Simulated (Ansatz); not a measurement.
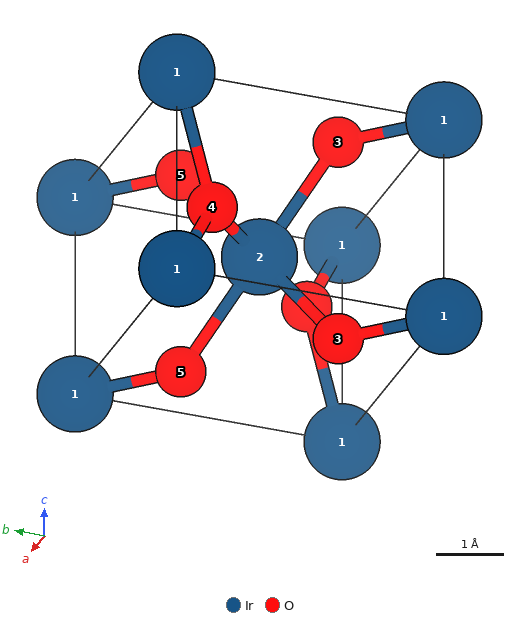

The structure (ball-and-stick view of the cell of the calculation, seen at an oblique angle; atoms are numbered from 1 in the order of the input).

Run report: IrO₂, single-point calculation

The run: single-point calculation of IrO₂ (P4₂/mnm, 6 atoms in the cell). Method and program: DFT PBEsol, scalar-relativistic, plane waves, PAW, PAW set soft_1, no spin polarisation (Ansatz 0.2.0).

The structure derives from an entry of the Crystallography Open Database. Figures and captions count atoms from 1; the log counts them from 0 in places.

The program's output
```
Warning: [file] the record states the generating functional pbe (its physics header spells it `PBE`), which answers neither for hamiltonian.xc's functional nor for the pbesol family's — results may be inconsistent (PPs are generated against a specific XC)
Warning: [file] the record states the generating functional pbe (its physics header spells it `PBE`), which answers neither for hamiltonian.xc's functional nor for the pbesol family's — results may be inconsistent (PPs are generated against a specific XC)
Engine: ansatz 0.2.0, x86_64-unknown-linux-gnu
Pseudopotentials: kind: paw
Pseudopotential: Ir, paw, valence charge 17, recommended cutoff 420 eV (normal), [file]
Pseudopotential: O, paw, valence charge 6, recommended cutoff 420 eV (normal), [file]
Functional definition: PBEsol
  exchange = pbesol_x
  correlation = pbesol_c
Crystal: 6 atoms, lattice volume = 63.056 Å³
Basis set: ecut = 520 eV, 1673 PW (Γ), exchange–correlation on 72×72×54 points (8 copies of the dense FFT grid, shifted against one another)
Bands: 35, of which v1, the nominal top of the filled ones, is band 29 counted from 1 (28 counted from 0)
Symmetry: 16 space group operations
Space group: P42/mnm (ITA 136), of the structure as read, at distance tolerance 4.0e-5 Å
k-points: 147 of 1200
Non-local potential: Ir, projectors of the file, l = 0: 3, l = 1: 2, l = 2: 2, l = 3: 1
Non-local potential: O, projectors of the file, l = 0: 2, l = 1: 2, l = 2: 1
PAW form: soft (Blöchl's): semilocal exchange-correlation on the pseudo side does not see the compensation charge
PAW frozen core: Ir, regenerated for the run's functional, and the local potential with it (the file was generated under x = pbe(κ = 0.804, μ = 0.2195149727645171), c = pbe(β = 0.06672455060314922))
PAW frozen core: O, regenerated for the run's functional, and the local potential with it (the file was generated under x = pbe(κ = 0.804, μ = 0.2195149727645171), c = pbe(β = 0.06672455060314922))
PAW one-centre angular grid: Ir, 590 points (default); XC on 64 Gauss nodes
PAW one-centre angular grid: O, 110 points (default); XC on 64 Gauss nodes
Initial density: superposition of atomic densities (chi_scale 0.1, normalization cell, long waves kept (reshape's long-wave potential 0.00 eV rms))
Initial wavefunctions: pseudopotential atomic-orbital guess
Functional: x = pbesol(κ = 0.804, μ = 0.12345679012345678), c = pbesol(β = 0.046)
SCF iter   1: F=—  HF=-25836.805540 eV  |F-HF|=—  |Δ(HF+E_count)|=         —  Δρ=8.52e-2  dr2=2.38e0  ethr=3.10e-3  ⟨swp⟩=5.2  Hψ=19313  notcnv=0
preconditioner: auto → Kerker (q_TF=auto, 2.691 Å⁻¹)  [metal: Δε(μ)=0.006 eV  Ē_g=10.938 eV  σ=0.150 eV  W_gap=0.02  n_scr=18 (ndim 8)  ℏωp=30.3 eV  f_vac=0.000  D(μ)=5.51/eV (n_scr^D=64)]
SCF iter   2: F=—  HF=-25836.493473 eV  |F-HF|=—  |Δ(HF+E_count)|=   3.12e-1  Δρ=4.65e-2  dr2=6.68e-1  ethr=3.10e-3  ⟨swp⟩=2.0  Hψ=6959  notcnv=0  defer=68
SCF iter   3: F=—  HF=-25836.395507 eV  |F-HF|=—  |Δ(HF+E_count)|=   9.80e-2  Δρ=6.29e-3  dr2=2.28e-2  ethr=1.15e-3  ⟨swp⟩=2.9  Hψ=9336  notcnv=0  defer=80
SCF iter   4: F=—  HF=-25836.398814 eV  |F-HF|=—  |Δ(HF+E_count)|=   3.31e-3  Δρ=1.83e-3  dr2=2.94e-3  ethr=3.94e-5  ⟨swp⟩=1.0  Hψ=6321  notcnv=0  defer=85
SCF iter   5: F=—  HF=-25836.399680 eV  |F-HF|=—  |Δ(HF+E_count)|=   8.66e-4  Δρ=4.67e-4  dr2=1.46e-4  ethr=5.08e-6  ⟨swp⟩=2.4  Hψ=7816  notcnv=0  defer=85
SCF iter   6: F=—  HF=-25836.399742 eV  |F-HF|=—  |Δ(HF+E_count)|=   6.14e-5  Δρ=1.35e-4  dr2=1.40e-5  ethr=2.51e-7  ⟨swp⟩=2.2  Hψ=6919  notcnv=0  defer=85
SCF iter   7: F=—  HF=-25836.399741 eV  |F-HF|=—  |Δ(HF+E_count)|=   7.83e-7  Δρ=3.52e-5  dr2=7.38e-7  ethr=2.42e-8  ⟨swp⟩=2.1  Hψ=7065  notcnv=0  defer=85
SCF iter   8: F=-25836.399741 eV  HF=-25836.399741 eV  |F-HF|=1.30e-8  |Δ(HF+E_count)|=   3.54e-7  Δρ=7.33e-6  dr2=2.28e-8  ethr=1.72e-10  ⟨swp⟩=12.2  Hψ=35259  notcnv=0
SCF 1 converged in 8 iterations: F = -25836.399741 eV  dr2 = 2.28e-8
  greatest PAW one-centre occupation: 1.000 electrons in one spin orbital (limit 2), on the Ir atom at site 1 (counted from 0), in its partial waves of l = 0
```

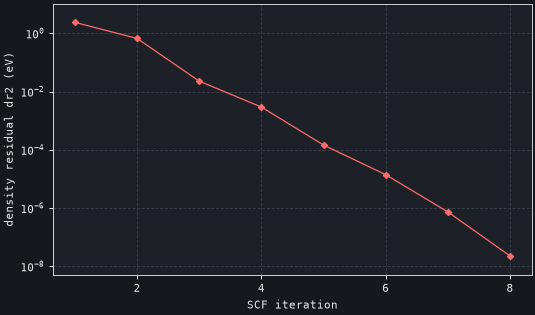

Convergence of the self-consistent field: density residual dr2 against the SCF iteration. The residual falls at every step.

```
SCF converged after 8 iterations
Free energy (F): -25836.399741 eV
Harris-Foulkes:  -25836.399741 eV  (|F-HF|=1.30e-8)
Internal energy: -25836.339639 eV  (E = F + TS)
E sigma→0 (E₀):  -25836.369690 eV
Entropy (-TS):   -0.060102 eV (-10.017 meV/atom)
Fermi energy:    15.045837 eV
--- Per-component energies (eV) ---
  E_band       = -451.299201
  E_kinetic    = 1753.132806
  E_local      = -4439.109579  (includes V_loc(G=0)·N_el)
  E_nonlocal   = 602.697582
  E_hartree    = 1619.927208
  E_xc         = -735.915155
  E_vxc        = -869.174285  (∫ρ·V_xc dr)
  E_paw        = -18888.309510  (= ΣΔE_a)
  E_vpaw       = -738.696734  (= ΣTr[D̂ρ^β])
  E_aug_tail   = 0.001240  (compensation charges beyond the density's cutoff)
  E_ewald      = -5749.436079
  E_core_change = 0.671848  (= ΣΔE_core)
  E_smearing   = -0.060102  (= −TS)
  E_closure    = 0.000000  (closes the sum)
  Σ components = -25836.399741   (vs F -25836.399741, Δ=0.00e0)
--- Forces (eV/Å), atoms counted from 1 ---
  atom   1  Ir     0.00000000    -0.00000000     0.00000000
  atom   2  Ir     0.00000000     0.00000000     0.00000000
  atom   3  O      5.17380777     5.17380777     0.00000000
  atom   4  O     -5.17380777     5.17380777     0.00000000
  atom   5  O     -5.17380777    -5.17380777     0.00000000
  atom   6  O      5.17380777    -5.17380777     0.00000000
  max |Σ_I F_I| component: 8.88e-16 eV/Å
--- Stress (GPa, compression-positive) ---
       46.964594       0.000000       0.000000
        0.000000      46.964594       0.000000
        0.000000       0.000000     -29.431003
  P = ⅓ Tr σ = 21.4994 GPa (214.994 kbar)
--- Band table (eV; the first three rows and the last of 147) ---
  k-point 0: bands = ["-78.7253", "-78.7232", "-36.0788", "-36.0788", "-35.3744", "-35.3475", "-35.3195", "-35.3195", "-6.8133", "-5.5896", "-4.1611", "-4.1611", "4.5872", "4.7638", "5.9940", "6.9165", "6.9165", "8.8504", "10.0164", "10.0164", "10.3164", "11.0289", "11.6432", "11.6432", "12.0497", "12.1221", "12.1613", "12.1613", "14.0455", "15.8383", "16.3980", "17.9452", "17.9452", "18.0847", "22.1678"]
  k-point 1: bands = ["-78.7252", "-78.7232", "-36.0786", "-36.0786", "-35.3771", "-35.3511", "-35.3192", "-35.3192", "-6.7714", "-5.5847", "-4.1791", "-4.1791", "4.6295", "4.8388", "6.0521", "6.9297", "6.9297", "8.6781", "10.0688", "10.0688", "10.2204", "10.6884", "11.2463", "11.2463", "12.1828", "12.2902", "12.5687", "12.5687", "14.0781", "15.9710", "16.3521", "17.8032", "17.8032", "18.2208", "22.4019"]
  k-point 2: bands = ["-78.7249", "-78.7231", "-36.0779", "-36.0779", "-35.3843", "-35.3611", "-35.3182", "-35.3182", "-6.6517", "-5.5761", "-4.2278", "-4.2278", "4.7497", "5.0499", "6.2244", "6.9717", "6.9717", "8.2668", "9.9450", "10.0679", "10.1634", "10.1634", "10.7550", "10.7550", "12.2996", "12.6251", "13.1423", "13.1423", "14.1764", "16.2185", "16.3309", "17.4468", "17.4468", "18.5617", "22.3635"]
  k-point 146: bands = ["-78.7233", "-78.7233", "-36.0763", "-36.0763", "-35.4076", "-35.4076", "-35.3151", "-35.3151", "-5.6452", "-5.6452", "-4.6055", "-4.6055", "5.7536", "5.7536", "6.2742", "6.2742", "7.5811", "7.5811", "9.2289", "9.2289", "9.2772", "9.2772", "11.4769", "11.4769", "12.7686", "12.7686", "14.3271", "14.3271", "14.5750", "14.5750", "15.6606", "15.6606", "18.6098", "18.6098", "23.6244"]
```

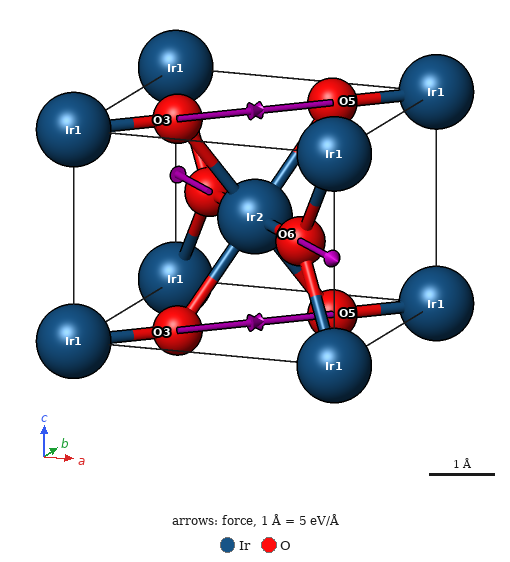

Forces on the atoms as pink arrows (ball-and-stick view of the cell of the calculation, seen slightly off an axis; atoms are numbered from 1 in the order of the input). The largest act on all 4 O atoms (7.32 eV/Å). The geometry is not a stationary point of this energy.

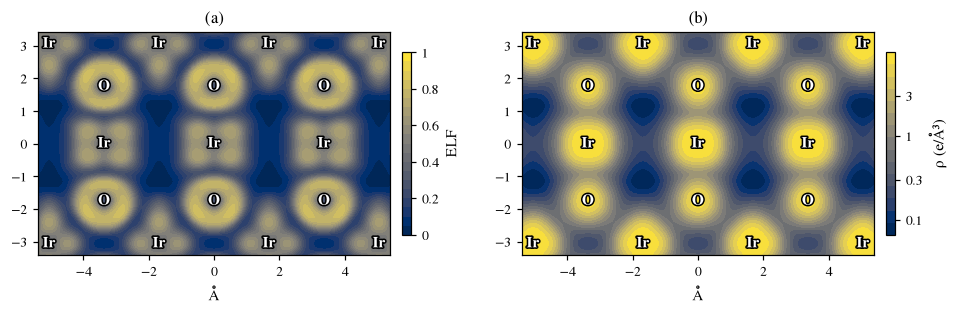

(a) ELF; (b) valence pseudo-density on the (11̄0) plane of the conventional cell. Ir–O (1.75 Å): ρ at the midpoint is about 1.6 e/Å³; the ELF is about 0.25 at the midpoint; no shared pair; the contact is polar. Away from the nuclei the density in this plane falls to 0.07 e/Å³ at its lowest. The strong features right at Ir lie inside the PAW spheres (semicore, d or f shells) and say nothing about bonding. Core electrons are frozen (PAW), so the fields are smoothed inside the atomic spheres.

This output came from the following input.

Input
```yaml
crystal:
  lattice:
    - [4.3265030206, 0.0, 0.0]
    - [0.0, 4.3265030206, 0.0]
    - [0.0, 0.0, 3.3686152518]
  atoms:
    - { symbol: Ir, position: [0.0, 0.0, 0.0] }
    - { symbol: Ir, position: [0.5, 0.5, 0.5] }
    - { symbol: O, position: [0.2865797752, 0.2865797752, 0.0] }
    - { symbol: O, position: [0.2134202248, 0.7865797752, 0.5] }
    - { symbol: O, position: [0.7134202248, 0.7134202248, 0.0] }
    - { symbol: O, position: [0.7865797752, 0.2134202248, 0.5] }
basis:
  ecutwfc: 520.0
kpoints:
  mp_grid: { grid: [10, 10, 12] }
hamiltonian:
  xc: pbesol
  pseudopotentials: { kind: paw, azcp: { folder: soft_1 } }
scf:
  occupations: { method: gaussian, width: 0.15 }
output:
  forces: true
  stress: true
  eigenvalues: true
  write_density: true
  write_potential: true
  elf: true
  volumetric_format: npy
```

Command:
```bash
ansatz run input.yaml --threads 4 --pin off --max-ram 8192MiB --backend cpu --events-out ev --progress --plain --runs-dir out
```

Results in brief

```json
{"quantity": "outcome", "value": "converged"}
{"quantity": "space group (tolerance 0.01 Å)", "value": "P4₂/mnm (136)"}
{"quantity": "electrons treated", "value": "58"}
{"quantity": "free energy", "value": "−25836.3997 eV"}
{"quantity": "Fermi energy", "value": "15.046 eV"}
{"quantity": "gap on the k-point mesh", "value": "none (metallic)"}
{"quantity": "pressure", "value": "21.50 GPa"}
{"quantity": "largest force (length of the vector)", "value": "7.317 eV/Å"}
{"quantity": "hardware", "value": "4 threads of AMD EPYC (Zen 3), 32 GiB of memory available, shared host"}
{"quantity": "wall time", "value": "5.4 s (CPU time 20 s)"}
{"quantity": "peak memory", "value": "0.65 GiB"}
```

The program warns: the PAW datasets were made with another functional. Spin–orbit coupling is left out, which matters for Ir.
